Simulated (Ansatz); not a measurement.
## Run report: RuSi₄₇, geometry relaxation (part 3 of 4)

The same run, continued: RuSi₄₇ (defect cell, 48 atoms in the cell); DFT PBE, scalar-relativistic, plane waves, PAW, spin-polarised (Ansatz 0.2.0); cutoff 420 eV, 2×2×2 k-mesh, Gaussian smearing of 0.02 eV, collinear spins. The structure derives from a Materials Project entry. It belongs to a series of runs on one base structure; here: Ru on a Si site (f), charge +0, atoms relaxed at the host's cell.

**Output, continued**
```
    - { symbol: Si, position: [0.02275724243024596, 0.6844295312739304, 0.35372303514714476] }
    - { symbol: Si, position: [0.5208242632866031, 0.6876246078352595, 0.8546381913814709] }
    - { symbol: Si, position: [0.6879715247148043, 0.8541575966199364, 0.5209579411685927] }
    - { symbol: Si, position: [0.3510961979405972, 0.5203897018138115, 0.18942390909691256] }
--- Löwdin populations: 48 sites ---
  site symbol       q [e]    m [muB]
     0     Ru     16.1068    -0.0000
     1     Si      3.9726     0.0000
     2     Si      3.9744     0.0000
     3     Si      3.9726     0.0000
     4     Si      3.9744     0.0000
     5     Si      3.9604    -0.0000
     6     Si      3.9726     0.0000
     7     Si      3.9744     0.0000
     8     Si      3.9604    -0.0000
     9     Si      3.9604    -0.0000
    10     Si      3.9565     0.0000
    11     Si      3.9644     0.0000
    12     Si      3.9656    -0.0000
    13     Si      3.9671    -0.0000
    14     Si      3.9656    -0.0000
    15     Si      3.9656    -0.0000
    16     Si      3.9617     0.0000
    17     Si      3.9598    -0.0000
    18     Si      3.9598    -0.0000
    19     Si      3.9598    -0.0000
    20     Si      3.9671    -0.0000
    21     Si      3.9617     0.0000
    22     Si      3.9617     0.0000
    23     Si      3.9671    -0.0000
    24     Si      3.9232    -0.0000
    25     Si      3.9576     0.0000
    26     Si      3.9573    -0.0000
    27     Si      3.9576     0.0000
    28     Si      3.9573    -0.0000
    29     Si      3.9594     0.0000
    30     Si      3.9576     0.0000
    31     Si      3.9573    -0.0000
    32     Si      3.9594     0.0000
    33     Si      3.9594     0.0000
    34     Si      3.9611     0.0000
    35     Si      3.9545    -0.0000
    36     Si      3.9541    -0.0000
    37     Si      3.9182     0.0000
    38     Si      3.9541    -0.0000
    39     Si      3.9541    -0.0000
    40     Si      3.9553     0.0000
    41     Si      3.9593     0.0000
    42     Si      3.9593     0.0000
    43     Si      3.9593     0.0000
    44     Si      3.9182     0.0000
    45     Si      3.9553     0.0000
    46     Si      3.9553     0.0000
    47     Si      3.9182     0.0000
  spilling = 0.009141 (of n_electrons = 204.000000)
```

**Trajectory as extended XYZ (Å, eV, eV/Å), 4 frames, from step=1 to step=4**
```
48
Lattice="7.7026 0.0000 -6.3650 -3.8513 -6.6706 -6.3650 -3.8513 6.6706 -6.3650" Properties=species:S:1:pos:R:3:forces:R:3 step=1 energy=-35760.08661
Ru   -1.9256   -1.1118   -5.9645    0.0000   0.0000  -0.1977
Si   -3.8513    2.2235  -12.3295   -0.0865  -0.0329   0.0776
Si    3.8513    2.2235  -12.3295   -0.0554  -0.0648   0.0776
Si    1.9256   -1.1118  -12.3295    0.0148   0.0913   0.0776
Si    1.9256   -1.1118   -5.9645   -0.0284   0.0804   0.0776
Si    0.0000    2.2235  -12.3295    0.0136  -0.0184   0.0025
Si    0.0000    2.2235   -5.9645    0.0717  -0.0584   0.0776
Si    3.8513   -4.4471  -12.3295    0.0838  -0.0156   0.0776
Si   -5.7769   -1.1118  -12.3295    0.0092   0.0210   0.0025
Si    0.0000   -4.4471  -12.3295   -0.0227  -0.0025   0.0025
Si    1.9256    5.5588  -12.3295    0.0000   0.0000   0.0547
Si   -1.9256   -1.1118  -12.3295    0.0000   0.0000   0.0661
Si   -3.8513    4.4471   -9.1470    0.0414  -0.0184  -0.0087
Si   -1.9256    1.1118   -9.1470   -0.0157   0.0364   0.0254
Si    5.7769    1.1118   -9.1470   -0.0048   0.0451  -0.0087
Si    3.8513   -2.2235   -9.1470   -0.0367  -0.0267  -0.0087
Si    0.0000    4.4471   -9.1470   -0.0249   0.0050   0.0183
Si    1.9256    1.1118   -9.1470   -0.0055   0.0104  -0.0108
Si   -1.9256   -5.5588   -9.1470    0.0117  -0.0005  -0.0108
Si    1.9256    1.1118  -15.5120   -0.0063  -0.0099  -0.0108
Si   -3.8513   -2.2235   -9.1470   -0.0236  -0.0318   0.0254
Si   -1.9256    1.1118  -15.5120    0.0167   0.0191   0.0183
Si    0.0000   -2.2235  -15.5120    0.0081  -0.0240   0.0183
Si    0.0000   -2.2235   -9.1470    0.0394  -0.0046   0.0254
Si   -1.9256   -1.1118   -3.5831    0.0000   0.0000  -0.5680
Si   -3.8513    2.2235   -9.9481    0.0000  -0.0146  -0.0193
Si    3.8513    2.2235   -9.9481   -0.0124   0.0213  -0.0203
Si    1.9256   -1.1118   -9.9481   -0.0126   0.0072  -0.0193
Si    1.9256   -1.1118   -3.5831    0.0247   0.0001  -0.0203
Si    0.0000    2.2235   -9.9481    0.0312   0.0000   0.0041
Si    0.0000    2.2235   -3.5831    0.0126   0.0073  -0.0193
Si    3.8513   -4.4471   -9.9481   -0.0123  -0.0214  -0.0203
Si   -5.7769   -1.1118   -9.9481   -0.0156   0.0270   0.0041
Si    0.0000   -4.4471   -9.9481   -0.0156  -0.0270   0.0041
Si    1.9256    5.5588   -9.9481    0.0000   0.0000  -0.0140
Si   -1.9256   -1.1118   -9.9481    0.0000   0.0000  -0.0376
Si   -3.8513    4.4471   -6.7656    0.0234   0.0398  -0.0102
Si   -1.9256    1.1118   -6.7656   -0.0031  -0.5479   0.1576
Si    5.7769    1.1118   -6.7656   -0.0462   0.0003  -0.0102
Si    3.8513   -2.2235   -6.7656    0.0228  -0.0402  -0.0102
Si    0.0000    4.4471   -6.7656   -0.0106   0.0429  -0.0605
Si    1.9256    1.1118   -6.7656    0.0096   0.0053  -0.0012
Si   -1.9256   -5.5588   -6.7656   -0.0002  -0.0110  -0.0012
Si    1.9256    1.1118  -13.1306   -0.0094   0.0057  -0.0012
Si   -3.8513   -2.2235   -6.7656    0.4760   0.2713   0.1576
Si   -1.9256    1.1118  -13.1306    0.0425  -0.0123  -0.0605
Si    0.0000   -2.2235  -13.1306   -0.0319  -0.0306  -0.0605
Si    0.0000   -2.2235   -6.7656   -0.4730   0.2766   0.1576
48
Lattice="7.7026 0.0000 -6.3650 -3.8513 -6.6706 -6.3650 -3.8513 6.6706 -6.3650" Properties=species:S:1:pos:R:3:forces:R:3 step=2 energy=-35760.14583
Ru   -1.9256   -1.1118   -5.9914    0.0000   0.0000  -0.0251
Si   -3.8626    2.2279  -12.3232   -0.0126  -0.0424   0.0275
Si    3.8528    2.2131  -12.3270   -0.0412   0.0023   0.0228
Si    1.9351   -1.1042  -12.3232   -0.0304   0.0321   0.0275
Si    1.9158   -1.1079   -5.9620    0.0226   0.0345   0.0228
Si   -0.0034    2.2248  -12.3287    0.0028  -0.0090  -0.0014
Si    0.0019    2.2115   -5.9582    0.0430   0.0103   0.0275
Si    3.8596   -4.4405  -12.3270    0.0186  -0.0368   0.0228
Si   -5.7763   -1.1154  -12.3287    0.0064   0.0069  -0.0014
Si    0.0028   -4.4447  -12.3287   -0.0092   0.0021  -0.0014
Si    1.9256    5.5588  -12.3292    0.0000   0.0000   0.0387
Si   -1.9256   -1.1118  -12.3206    0.0000   0.0000   0.0275
Si   -3.8581    4.4511   -9.1588    0.0261  -0.0128   0.0263
Si   -1.9271    1.1130   -9.1364   -0.0016   0.0138  -0.0150
Si    5.7768    1.1038   -9.1588   -0.0019   0.0290   0.0263
Si    3.8582   -2.2196   -9.1588   -0.0241  -0.0162   0.0263
Si   -0.0015    4.4477   -9.1443   -0.0017   0.0004   0.0041
Si    1.9253    1.1146   -9.1470    0.0015  -0.0004   0.0020
Si   -1.9230   -5.5599   -9.1470   -0.0011  -0.0011   0.0020
Si    1.9234    1.1101  -15.5120   -0.0004   0.0015   0.0020
Si   -3.8516   -2.2254   -9.1364   -0.0112  -0.0082  -0.0150
Si   -1.9244    1.1128  -15.5093    0.0012   0.0013   0.0041
Si    0.0003   -2.2252  -15.5093    0.0005  -0.0016   0.0041
Si    0.0018   -2.2229   -9.1364    0.0127  -0.0056  -0.0150
Si   -1.9256   -1.1118   -3.6438    0.0000   0.0000  -0.1270
Si   -3.8529    2.2218   -9.9447    0.0040  -0.0051  -0.0014
Si    3.8509    2.2239   -9.9488   -0.0022   0.0180  -0.0046
Si    1.9249   -1.1095   -9.9447   -0.0064  -0.0009  -0.0014
Si    1.9261   -1.1116   -3.5838    0.0167  -0.0072  -0.0046
Si   -0.0012    2.2240   -9.9457    0.0122   0.0068   0.0049
Si    0.0023    2.2230   -3.5797    0.0024   0.0060  -0.0014
Si    3.8511   -4.4476   -9.9488   -0.0146  -0.0109  -0.0046
Si   -5.7767   -1.1131   -9.9457   -0.0120   0.0072   0.0049
Si    0.0010   -4.4462   -9.9457   -0.0003  -0.0140   0.0049
Si    1.9256    5.5588   -9.9472    0.0000   0.0000  -0.0070
Si   -1.9256   -1.1118   -9.9403    0.0000   0.0000  -0.0459
Si   -3.8506    4.4429   -6.7712    0.0018   0.0215  -0.0150
Si   -1.9242    1.0805   -6.7538   -0.0036  -0.0801   0.0172
Si    5.7802    1.1145   -6.7712   -0.0195  -0.0092  -0.0150
Si    3.8473   -2.2220   -6.7712    0.0178  -0.0123  -0.0150
Si    0.0017    4.4418   -6.7638   -0.0201   0.0125  -0.0284
Si    1.9300    1.1131   -6.7660   -0.0037   0.0043   0.0074
Si   -1.9267   -5.5633   -6.7660    0.0055   0.0011   0.0074
Si    1.9223    1.1149  -13.1310   -0.0018  -0.0053   0.0074
Si   -3.8249   -2.2066   -6.7538    0.0712   0.0369   0.0172
Si   -1.9311    1.1129  -13.1289    0.0209   0.0112  -0.0284
Si    0.0037   -2.2194  -13.1289   -0.0008  -0.0236  -0.0284
Si   -0.0278   -2.2092   -6.7538   -0.0675   0.0432   0.0172
48
Lattice="7.7026 0.0000 -6.3650 -3.8513 -6.6706 -6.3650 -3.8513 6.6706 -6.3650" Properties=species:S:1:pos:R:3:forces:R:3 step=3 energy=-35760.14874
Ru   -1.9256   -1.1118   -6.0028    0.0000   0.0000   0.0110
Si   -3.8613    2.2246  -12.3196   -0.0037   0.0010   0.0009
Si    3.8488    2.2152  -12.3254    0.0007  -0.0025  -0.0018
Si    1.9316   -1.1036  -12.3196    0.0028   0.0027   0.0009
Si    1.9197   -1.1055   -5.9604   -0.0025   0.0007  -0.0018
Si   -0.0021    2.2242  -12.3275   -0.0020   0.0022  -0.0021
Si    0.0041    2.2143   -5.9546    0.0010  -0.0037   0.0009
Si    3.8597   -4.4451  -12.3254    0.0019   0.0018  -0.0018
Si   -5.7765   -1.1139  -12.3275   -0.0009  -0.0028  -0.0021
Si    0.0016   -4.4456  -12.3275    0.0029   0.0007  -0.0021
Si    1.9256    5.5588  -12.3234    0.0000   0.0000  -0.0091
Si   -1.9256   -1.1118  -12.3236    0.0000   0.0000  -0.0015
Si   -3.8577    4.4526   -9.1593   -0.0016  -0.0001   0.0019
Si   -1.9251    1.1133   -9.1379   -0.0008   0.0000   0.0036
Si    5.7754    1.1035   -9.1593    0.0009  -0.0013   0.0019
Si    3.8592   -2.2207   -9.1593    0.0007   0.0015   0.0019
Si   -0.0006    4.4472   -9.1445   -0.0026  -0.0011   0.0000
Si    1.9272    1.1143   -9.1448   -0.0027   0.0005   0.0020
Si   -1.9242   -5.5615   -9.1448    0.0018   0.0021   0.0020
Si    1.9226    1.1119  -15.5099    0.0009  -0.0026   0.0020
Si   -3.8529   -2.2238   -9.1379    0.0004  -0.0007   0.0036
Si   -1.9253    1.1122  -15.5095    0.0004   0.0028   0.0000
Si    0.0002   -2.2241  -15.5095    0.0023  -0.0017   0.0000
Si    0.0010   -2.2248   -9.1379    0.0004   0.0007   0.0036
Si   -1.9256   -1.1118   -3.6618    0.0000   0.0000  -0.0156
Si   -3.8521    2.2216   -9.9421    0.0040   0.0020   0.0009
Si    3.8503    2.2267   -9.9483    0.0047  -0.0017  -0.0026
Si    1.9243   -1.1101   -9.9421   -0.0003  -0.0045   0.0009
Si    1.9288   -1.1125   -3.5833   -0.0038  -0.0033  -0.0026
Si    0.0023    2.2242   -9.9447   -0.0069  -0.0015  -0.0002
Si    0.0021    2.2238   -3.5771   -0.0038   0.0025   0.0009
Si    3.8490   -4.4495   -9.9483   -0.0009   0.0049  -0.0026
Si   -5.7786   -1.1101   -9.9447    0.0047  -0.0052  -0.0002
Si   -0.0006   -4.4494   -9.9447    0.0021   0.0067  -0.0002
Si    1.9256    5.5588   -9.9448    0.0000   0.0000   0.0056
Si   -1.9256   -1.1118   -9.9467    0.0000   0.0000   0.0031
Si   -3.8512    4.4466   -6.7720   -0.0020   0.0016  -0.0033
Si   -1.9246    1.0785   -6.7527    0.0007   0.0115  -0.0025
Si    5.7773    1.1121   -6.7720   -0.0004  -0.0025  -0.0033
Si    3.8508   -2.2234   -6.7720    0.0023   0.0009  -0.0033
Si   -0.0008    4.4439   -6.7666   -0.0004  -0.0017   0.0055
Si    1.9294    1.1146   -6.7640   -0.0020  -0.0004  -0.0002
Si   -1.9251   -5.5635   -6.7640    0.0006   0.0019  -0.0002
Si    1.9213    1.1137  -13.1290    0.0014  -0.0015  -0.0002
Si   -3.8229   -2.2060   -6.7527   -0.0103  -0.0052  -0.0025
Si   -1.9280    1.1141  -13.1316   -0.0012   0.0012   0.0055
Si    0.0032   -2.2226  -13.1316    0.0016   0.0005   0.0055
Si   -0.0294   -2.2077   -6.7527    0.0096  -0.0063  -0.0025
48
Lattice="7.7026 0.0000 -6.3650 -3.8513 -6.6706 -6.3650 -3.8513 6.6706 -6.3650" Properties=species:S:1:pos:R:3:forces:R:3 step=4 energy=-35760.14874
Ru   -1.9256   -1.1118   -6.0028    0.0000   0.0000   0.0110
Si   -3.8613    2.2246  -12.3196   -0.0037   0.0010   0.0010
Si    3.8488    2.2152  -12.3254    0.0007  -0.0025  -0.0018
Si    1.9316   -1.1036  -12.3196    0.0028   0.0027   0.0010
Si    1.9197   -1.1055   -5.9604   -0.0025   0.0007  -0.0018
Si   -0.0021    2.2242  -12.3275   -0.0020   0.0022  -0.0021
Si    0.0041    2.2143   -5.9546    0.0010  -0.0038   0.0010
Si    3.8597   -4.4451  -12.3254    0.0019   0.0018  -0.0018
Si   -5.7765   -1.1139  -12.3275   -0.0009  -0.0028  -0.0021
Si    0.0016   -4.4456  -12.3275    0.0029   0.0007  -0.0021
Si    1.9256    5.5588  -12.3234    0.0000   0.0000  -0.0091
Si   -1.9256   -1.1118  -12.3236    0.0000   0.0000  -0.0015
Si   -3.8577    4.4526   -9.1593   -0.0016  -0.0002   0.0019
Si   -1.9251    1.1133   -9.1379   -0.0008   0.0000   0.0036
Si    5.7754    1.1035   -9.1593    0.0009  -0.0013   0.0019
Si    3.8592   -2.2207   -9.1593    0.0007   0.0015   0.0019
Si   -0.0006    4.4472   -9.1445   -0.0026  -0.0011   0.0000
Si    1.9272    1.1143   -9.1448   -0.0027   0.0005   0.0020
Si   -1.9242   -5.5615   -9.1448    0.0018   0.0021   0.0020
Si    1.9226    1.1119  -15.5099    0.0009  -0.0026   0.0020
Si   -3.8529   -2.2238   -9.1379    0.0004  -0.0007   0.0036
Si   -1.9253    1.1122  -15.5095    0.0004   0.0028   0.0000
Si    0.0002   -2.2241  -15.5095    0.0023  -0.0017   0.0000
Si    0.0010   -2.2248   -9.1379    0.0004   0.0007   0.0036
Si   -1.9256   -1.1118   -3.6618    0.0000   0.0000  -0.0156
Si   -3.8521    2.2216   -9.9421    0.0040   0.0020   0.0009
Si    3.8503    2.2267   -9.9483    0.0047  -0.0017  -0.0026
Si    1.9243   -1.1101   -9.9421   -0.0003  -0.0045   0.0009
Si    1.9288   -1.1125   -3.5833   -0.0038  -0.0033  -0.0026
Si    0.0023    2.2242   -9.9447   -0.0069  -0.0015  -0.0002
Si    0.0021    2.2238   -3.5771   -0.0038   0.0025   0.0009
Si    3.8490   -4.4495   -9.9483   -0.0009   0.0049  -0.0026
Si   -5.7786   -1.1101   -9.9447    0.0047  -0.0052  -0.0002
Si   -0.0006   -4.4494   -9.9447    0.0021   0.0067  -0.0002
Si    1.9256    5.5588   -9.9448    0.0000   0.0000   0.0056
Si   -1.9256   -1.1118   -9.9467    0.0000   0.0000   0.0031
Si   -3.8512    4.4466   -6.7720   -0.0020   0.0016  -0.0033
Si   -1.9246    1.0785   -6.7527    0.0007   0.0114  -0.0025
Si    5.7773    1.1121   -6.7720   -0.0004  -0.0025  -0.0033
Si    3.8508   -2.2234   -6.7720    0.0023   0.0009  -0.0033
Si   -0.0008    4.4439   -6.7666   -0.0004  -0.0017   0.0054
Si    1.9294    1.1146   -6.7640   -0.0020  -0.0004  -0.0002
Si   -1.9251   -5.5635   -6.7640    0.0006   0.0019  -0.0002
Si    1.9213    1.1137  -13.1290    0.0014  -0.0015  -0.0002
Si   -3.8229   -2.2060   -6.7527   -0.0102  -0.0051  -0.0025
Si   -1.9280    1.1141  -13.1316   -0.0012   0.0012   0.0054
Si    0.0032   -2.2226  -13.1316    0.0016   0.0005   0.0054
Si   -0.0294   -2.2077   -6.7527    0.0096  -0.0063  -0.0025
```

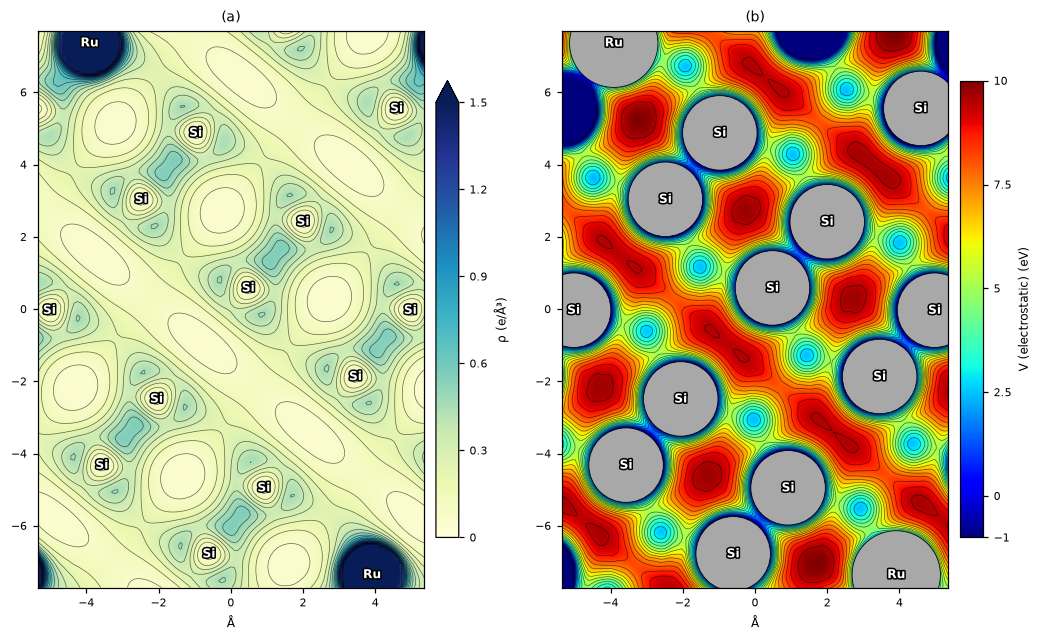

Figure 1. (a) valence pseudo-density; (b) electrostatic potential energy of an electron on the (11̄0) plane of the calculation cell. Grey discs, where drawn, cover atomic cores. Atoms in the plane: Ru and Si. Si–Si (2.38 Å): the density is about 0.55 e/Å³ at the midpoint, a local maximum along the line. Away from the nuclei the density in this plane falls to 0.04 e/Å³ at its lowest. Outside the cores the potential energy rises away from the atoms and is highest about 2.2 Å from the nearest atoms; outside the discs it spans about 10 eV, and its zero is arbitrary. In a PAW calculation such maps are meaningful between the atoms, not at the nuclei.

This output came from the following input.
